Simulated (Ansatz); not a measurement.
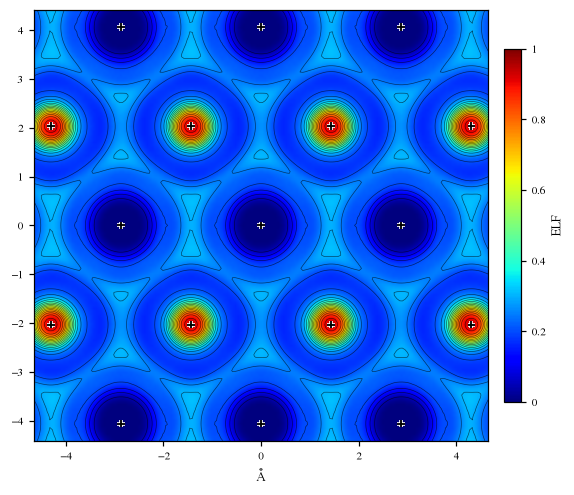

The electron localisation function on a plane through atoms (crosses mark nuclei in the plane).

All numbers below come from DFT PBEsol, scalar-relativistic, plane waves, PAW (Ansatz 0.2.0).

Candidates:
A. ZnCu, a = 2.87 Å, b = 2.87 Å, c = 2.87 Å, α = 90.00°, β = 90.00°, γ = 90.00°. Space group Pm-3m; changed on purpose from its base cell (strain -0.025 along x and y, -0.025 along z, atoms carried along); computed pressure about 6 GPa in this cell; computed without spin polarisation.
B. HfH₂, a = 3.48 Å, b = 3.48 Å, c = 4.36 Å, α = 90.00°, β = 90.00°, γ = 90.00°. Space group I4mm; changed on purpose from its base cell (all H atoms moved +0.025 Å, as atom 2 along Cartesian [0 0 1]); computed pressure about −5 GPa in this cell.
C. Sr, a = 4.65 Å, b = 4.65 Å, c = 5.60 Å, α = 90.00°, β = 90.00°, γ = 90.00°. Space group I4/mmm; changed on purpose from its base cell (strain +0.080 along x and y, -0.080 along z, atoms carried along).

> Which system is this?

Candidate A: ZnCu on the (11̄0) plane of the conventional cell, which holds Zn and Cu. Zn–Cu (2.49 Å): the ELF is about 0.25 at the midpoint (no localised pair shows between them).
